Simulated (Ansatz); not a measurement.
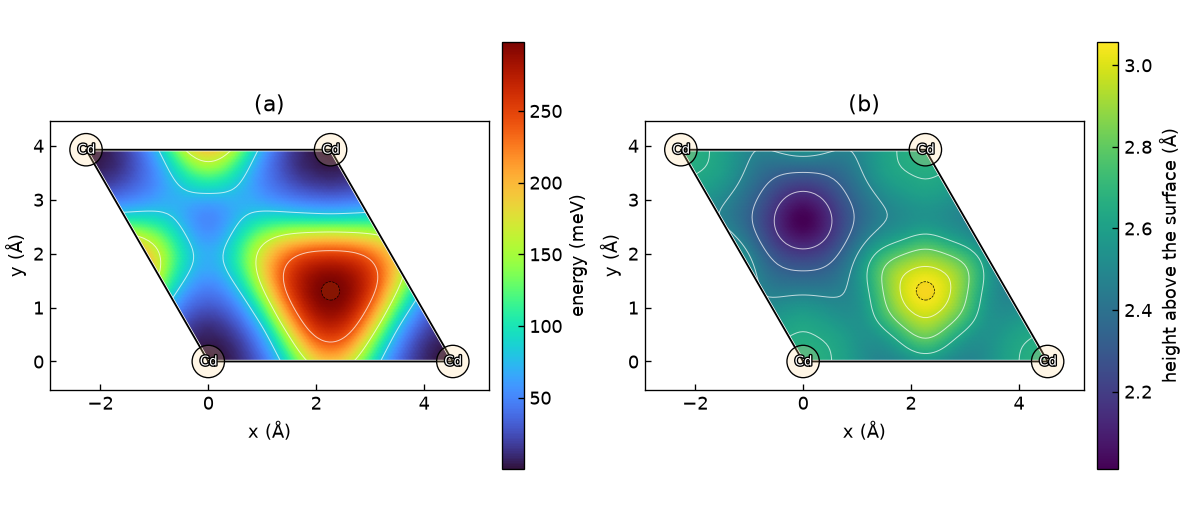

Zn on a CdTe(111) slab cut from the F-43m phase, its upper half relaxed before the scan (4 atoms of substrate and one adsorbate in a 1 × 1 cell). Zn is moved over the surface cell; relaxed at each place: the height of the adsorbate's atoms; substrate rigid; the origin of the map has the adsorbate above Cd4. Places are given modulo a cell vector. The map is drawn in real space over the plane of the surface. Grid: 9 × 9 points; 19 points were computed and 62 follow by symmetry. All energies are given in meV relative to the lowest grid point. With one adsorbate in each 1 × 1 cell, its nearest image is 4.5 Å away, so neighbouring adsorbates interact. These are results of DFT LDA, scalar-relativistic, plane waves, PAW (Ansatz 0.2.0), not measurements. Settings: cutoff 420 eV, k-mesh 6×6×1, gaussian smearing 0.05 eV, no spin polarisation.

Panel (a) is the energy and panel (b) the computed height above the surface on the same grid.

The picture shows a smooth colour map with a few white contour lines, labelled circles for the atoms of the top layer and small ones for the second layer, the outline of one cell of the plane. Between grid points the surface is interpolated.

> How does the height above the surface vary over the map, and what is it at the lowest grid point?

It runs from 2.01 Å at a threefold hollow, (3/9, 6/9) of the cell vectors to 3.06 Å at a threefold hollow over a second-layer Te atom, (6/9, 3/9) of the cell vectors. At the lowest grid point, the top site over a surface Cd atom, (0/9, 0/9) of the cell vectors, it is 2.68 Å.

PAW datasets: the set soft_1.
